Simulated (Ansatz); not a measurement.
**Two runs on Ti**

System: Ti (1 atom in the cell).
Method of the first run: Kohn-Sham DFT of a periodic cell, PBE with D4, Ansatz PAW, no spin polarisation (Ansatz 0.2.0).

The structure derives from an entry of the Crystallography Open Database. Text and figures count atoms from 1; the logs count them from 0 in places.

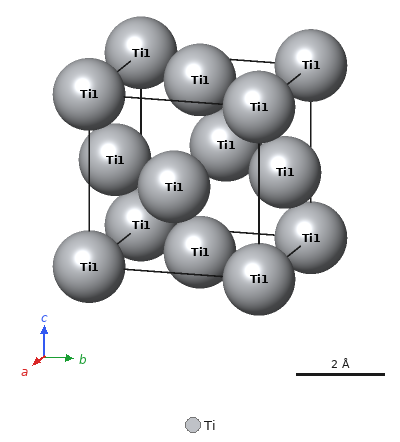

**Figure 1.** The structure as given in the input (spheres-only view of the cell 4 times as large as that of the calculation, set on its symmetry axes, seen slightly off an axis; atoms are numbered from 1 in the order of the input). An atom can appear more than once, as a periodic image.

### Input, the first run
```yaml
crystal:
  lattice:
    - [0.0, 2.03, 2.03]
    - [2.03, 0.0, 2.03]
    - [2.03, 2.03, 0.0]
  atoms:
    - { symbol: Ti, position: [0.0, 0.0, 0.0] }
hamiltonian:
  xc: pbe
  pseudopotentials: { kind: paw }
  dispersion: d4
kpoints:
  mp_grid: { grid: [11, 11, 11] }
scf:
  occupations: { method: fermi_dirac, width: 0.05 }
output:
  forces: true
  stress: true
  eigenvalues: true
  write_density: true
  write_potential: true
  elf: true
  volumetric_format: npy
relax:
  f_tol: 0.01
  max_steps: 40
  cell: { stress_tol: 0.05 }
```

Command:
```bash
ansatz run input.yaml --threads 2 --pin off --max-ram 5632MiB --backend cpu --events-out ev --progress --plain --runs-dir out
```

Hardware: 2 threads of Arm Neoverse V1, 24 GiB of memory available, shared host.

### Output, shortened to warnings, some set-up lines, iterations and results (the first run)
```
Basis set: ecut = 420 eV, 331 PW (Γ), exchange–correlation on 40×40×40 points (8 copies of the dense FFT grid, shifted against one another)
Symmetry: 48 space group operations
k-points: 56 of 1331
Initial density: superposition of atomic densities (neutral atoms: chi_scale 0, normalization atom), corrected by the library's trained network
[...]
SCF iter   1: F=—  HF=-2499.819301 eV  |F-HF|=—  |Δ(HF+E_count)|=         —  Δρ=2.29e-3  dr2=1.77e-4  ethr=1.77e-3  ⟨swp⟩=4.3  Hψ=2919  notcnv=0
SCF iter   2: F=—  HF=-2499.819364 eV  |F-HF|=—  |Δ(HF+E_count)|=   6.25e-5  Δρ=1.17e-3  dr2=5.09e-5  ethr=1.48e-6  ⟨swp⟩=2.3  Hψ=1251  notcnv=0
SCF iter   3: F=—  HF=-2499.819484 eV  |F-HF|=—  |Δ(HF+E_count)|=   1.20e-4  Δρ=4.90e-4  dr2=3.46e-5  ethr=4.24e-7  ⟨swp⟩=2.1  Hψ=849  notcnv=0
SCF iter   4: F=—  HF=-2499.819473 eV  |F-HF|=—  |Δ(HF+E_count)|=   1.06e-5  Δρ=5.09e-5  dr2=3.55e-7  ethr=2.88e-7  ⟨swp⟩=2.9  Hψ=917  notcnv=0
SCF iter   5: F=-2499.819473 eV  HF=-2499.819473 eV  |F-HF|=2.08e-9  |Δ(HF+E_count)|=   8.46e-8  Δρ=6.04e-6  dr2=1.09e-9  ethr=2.96e-9  ⟨swp⟩=2.9  Hψ=921  notcnv=0
[... 16 lines ...]
SCF iter   1: F=—  HF=-2499.821700 eV  |F-HF|=—  |Δ(HF+E_count)|=         —  Δρ=1.75e-5  dr2=1.10e-8  ethr=3.43e-8  ⟨swp⟩=2.0  Hψ=4168  notcnv=0
SCF iter   2: F=—  HF=-2499.821704 eV  |F-HF|=—  |Δ(HF+E_count)|=   4.04e-6  Δρ=8.98e-6  dr2=3.03e-9  ethr=9.19e-11  ⟨swp⟩=2.3  Hψ=814  notcnv=0
SCF iter   3: F=-2499.821704 eV  HF=-2499.821704 eV  |F-HF|=9.09e-13  |Δ(HF+E_count)|=   7.91e-9  Δρ=2.45e-7  dr2=4.21e-12  ethr=1.00e-12  ⟨swp⟩=3.9  Hψ=2449  notcnv=0
SCF 4 converged in 3 iterations: F = -2499.821704 eV  dr2 = 4.21e-12
relax step   4: F+E_penalty+E_count = -2499.82170425 eV  Δ(F+E_penalty+E_count) = -2.961e-5 eV  max|allowed force component| = 0.000e0 eV/Å  Δτ_max = 0.0000 Å  P = -0.038 GPa …
basis re-selected at this cell: Δ(F+E_penalty+E_count) = -2.961e-5 eV, ΔP = -0.003 GPa vs the last step (what re-selecting the basis moved, of the pressure what is left beyond the Pulay correction that the steps carried, after the strain that the cell walked since its last selection, with what the …
SCF converged after 3 iterations
Free energy (F): -2499.821704 eV
Harris-Foulkes:  -2499.821704 eV  (|F-HF|=9.09e-13)
Internal energy: -2499.809621 eV  (E = F + TS)
E sigma→0 (E₀):  -2499.815663 eV
Entropy (-TS):   -0.012083 eV (-12.083 meV/atom)
Fermi energy:    13.541847 eV
--- Per-component energies (eV) ---
  E_band       = -153.478867
  E_kinetic    = 273.016362
  E_local      = -803.388151  (includes V_loc(G=0)·N_el)
  E_nonlocal   = 8.214541
  E_hartree    = 330.952244
  E_xc         = -97.600907
  E_vxc        = -122.120863  (∫ρ·V_xc dr)
  E_paw        = -1047.718075  (= ΣΔE_a)
  E_vpaw       = -171.105363  (= ΣTr[D̂ρ^β])
  E_aug_tail   = 0.000110  (compensation charges beyond the density's cutoff)
  E_ewald      = -1163.080378
  E_disp       = -0.205367  (pairwise vdW)
  E_smearing   = -0.012083  (= −TS)
  E_closure    = 0.000000  (closes the sum)
  Σ components = -2499.821704   (vs F -2499.821704, Δ=0.00e0)
--- Forces (eV/Å), atoms counted from 1 ---
  atom   1  Ti    -0.00000000    -0.00000000     0.00000000
  max |Σ_I F_I| component: 3.08e-32 eV/Å
--- Stress (GPa, compression-positive) ---
       -0.038240       0.000000      -0.000000
        0.000000      -0.038240       0.000000
       -0.000000       0.000000      -0.038240
  P = ⅓ Tr σ = -0.0382 GPa (-0.382 kbar)
--- Relaxed structure (3 steps of the walk, 3 accepted, 1 SCFs on fresh bases) ---
  F+E_penalty+E_count = -2499.82170425 eV   max|allowed force component| = 0.000e0 eV/Å   (the final SCF, on the basis selected at the relaxed cell)
  cell:  # Å, volume = 17.0664 Å³
    - [-1.1464587074015075e-34, 2.0434821430819214, 2.0434821430819214]
    - [2.0434821430819214, 4.808757356045212e-34, 2.0434821430819214]
    - [2.0434821430819214, 2.0434821430819214, -3.184607520559756e-36]
  atoms:
    - { symbol: Ti, position: [0.0, 0.0, 0.0] }
```

The input of the second run differs as follows (lines with − go, lines with + come):
```diff
-  xc: pbe
+  xc: revpbe
-  dispersion: d4
+  dispersion: d3bj
```

What does this change do to the results?

The total energies belong to different models, so their difference says nothing on which is more stable or more accurate. The volume per atom goes from 17.07 to 15.97 Å³. The functional changes from PBE to revPBE. The SCF takes 22 iterations over all geometry steps against 18.

### Output, shortened to warnings, some set-up lines, iterations and results (the second run)
```
Basis set: ecut = 420 eV, 331 PW (Γ), exchange–correlation on 40×40×40 points (8 copies of the dense FFT grid, shifted against one another)
Symmetry: 48 space group operations
k-points: 56 of 1331
Initial density: superposition of atomic densities (neutral atoms: chi_scale 0, normalization atom), corrected by the library's trained network
[...]
SCF iter   1: F=—  HF=-2503.881832 eV  |F-HF|=—  |Δ(HF+E_count)|=         —  Δρ=2.51e-3  dr2=2.55e-4  ethr=1.77e-3  ⟨swp⟩=4.3  Hψ=2928  notcnv=0
SCF iter   2: F=—  HF=-2503.882064 eV  |F-HF|=—  |Δ(HF+E_count)|=   2.32e-4  Δρ=1.27e-3  dr2=7.51e-5  ethr=2.12e-6  ⟨swp⟩=2.3  Hψ=1314  notcnv=0
SCF iter   3: F=—  HF=-2503.882252 eV  |F-HF|=—  |Δ(HF+E_count)|=   1.89e-4  Δρ=5.77e-4  dr2=4.39e-5  ethr=6.26e-7  ⟨swp⟩=2.2  Hψ=846  notcnv=0
SCF iter   4: F=—  HF=-2503.882242 eV  |F-HF|=—  |Δ(HF+E_count)|=   1.08e-5  Δρ=4.99e-5  dr2=3.53e-7  ethr=3.66e-7  ⟨swp⟩=2.9  Hψ=920  notcnv=0
SCF iter   5: F=-2503.882242 eV  HF=-2503.882242 eV  |F-HF|=5.39e-9  |Δ(HF+E_count)|=   6.78e-8  Δρ=8.81e-6  dr2=9.26e-9  ethr=2.94e-9  ⟨swp⟩=2.8  Hψ=877  notcnv=0
[... 22 lines ...]
SCF iter   3: F=—  HF=-2503.894625 eV  |F-HF|=—  |Δ(HF+E_count)|=   3.22e-8  Δρ=1.25e-5  dr2=8.08e-9  ethr=3.26e-10  ⟨swp⟩=1.9  Hψ=661  notcnv=0
SCF iter   4: F=—  HF=-2503.894625 eV  |F-HF|=—  |Δ(HF+E_count)|=   4.42e-9  Δρ=3.16e-6  dr2=3.92e-10  ethr=6.74e-11  ⟨swp⟩=2.1  Hψ=878  notcnv=0
SCF iter   5: F=-2503.894625 eV  HF=-2503.894625 eV  |F-HF|=4.55e-13  |Δ(HF+E_count)|=  9.35e-10  Δρ=4.21e-8  dr2=1.14e-13  ethr=1.00e-12  ⟨swp⟩=3.4  Hψ=2337  notcnv=0
SCF 5 converged in 5 iterations: F = -2503.894625 eV  dr2 = 1.14e-13
relax step   5: F+E_penalty+E_count = -2503.89462502 eV  Δ(F+E_penalty+E_count) = +1.528e-4 eV  max|allowed force component| = 0.000e0 eV/Å  Δτ_max = 0.0000 Å  P = +0.007 GPa …
basis re-selected at this cell: Δ(F+E_penalty+E_count) = +1.528e-4 eV, ΔP = +0.017 GPa vs the last step (what re-selecting the basis moved, of the pressure what is left beyond the Pulay correction that the steps carried, after the strain that the cell walked since its last selection, with what the …
SCF converged after 5 iterations
Free energy (F): -2503.894625 eV
Harris-Foulkes:  -2503.894625 eV  (|F-HF|=4.55e-13)
Internal energy: -2503.885101 eV  (E = F + TS)
E sigma→0 (E₀):  -2503.889863 eV
Entropy (-TS):   -0.009524 eV (-9.524 meV/atom)
Fermi energy:    14.718858 eV
--- Per-component energies (eV) ---
  E_band       = -139.097236
  E_kinetic    = 274.993991
  E_local      = -766.169139  (includes V_loc(G=0)·N_el)
  E_nonlocal   = 7.656776
  E_hartree    = 319.336838
  E_xc         = -98.343686
  E_vxc        = -122.939670  (∫ρ·V_xc dr)
  E_paw        = -1051.048351  (= ΣΔE_a)
  E_vpaw       = -171.313031  (= ΣTr[D̂ρ^β])
  E_aug_tail   = 0.000158  (compensation charges beyond the density's cutoff)
  E_ewald      = -1189.051500
  E_disp       = -1.222394  (pairwise vdW)
  E_core_change = -0.037795  (= ΣΔE_core)
  E_smearing   = -0.009524  (= −TS)
  E_closure    = -0.000000  (closes the sum)
  Σ components = -2503.894625   (vs F -2503.894625, Δ=0.00e0)
--- Forces (eV/Å), atoms counted from 1 ---
  atom   1  Ti    -0.00000000    -0.00000000    -0.00000000
  max |Σ_I F_I| component: 2.47e-32 eV/Å
--- Stress (GPa, compression-positive) ---
        0.007155       0.000000       0.000000
        0.000000       0.007155       0.000000
        0.000000       0.000000       0.007155
  P = ⅓ Tr σ = 0.0072 GPa (0.072 kbar)
--- Relaxed structure (4 steps of the walk, 4 accepted, 1 SCFs on fresh bases) ---
  F+E_penalty+E_count = -2503.89462502 eV   max|allowed force component| = 0.000e0 eV/Å   (the final SCF, on the basis selected at the relaxed cell)
  cell:  # Å, volume = 15.9724 Å³
    - [6.369215041119482e-35, 1.9988486492213007, 1.9988486492213007]
    - [1.9988486492213007, 3.439376122204522e-34, 1.9988486492213007]
    - [1.9988486492213007, 1.9988486492213007, 6.623983642764267e-34]
  atoms:
    - { symbol: Ti, position: [0.0, 0.0, 0.0] }
```

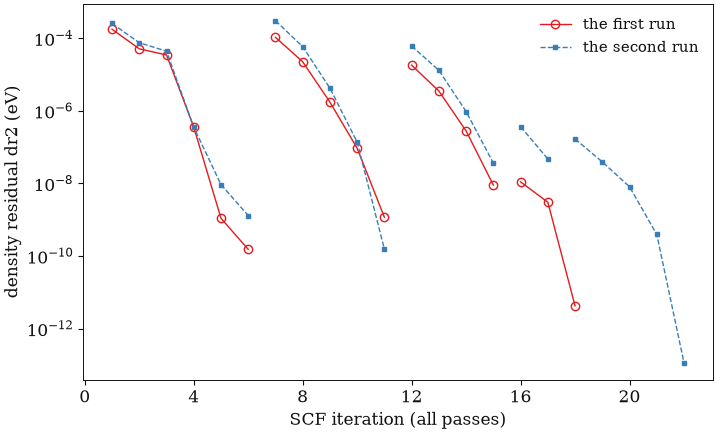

**Figure 2.** Convergence of the two runs: density residual dr2 against the SCF iteration. A break in a curve parts two SCF passes. The first run takes 18 iterations in all, and the second run takes 22.

### The two runs side by side

```csv
quantity,the first run,the second run
outcome,converged,converged
free energy per atom (eV),−2499.8217,−2503.8946
"energy per atom, smearing taken to zero (eV)",−2499.8157,−2503.8899
gap on the mesh (eV),0.00,0.00
pressure (GPa),−0.04,0.01
volume per atom (Å³),17.07,15.97
largest force (eV/Å),0.000,0.000
SCF iterations,18,22
irreducible k-points,56,56
wall time (shared host),2.5 s,2.4 s
```

For the second run: Points of doubt noted for this run: forces on files of another functional.
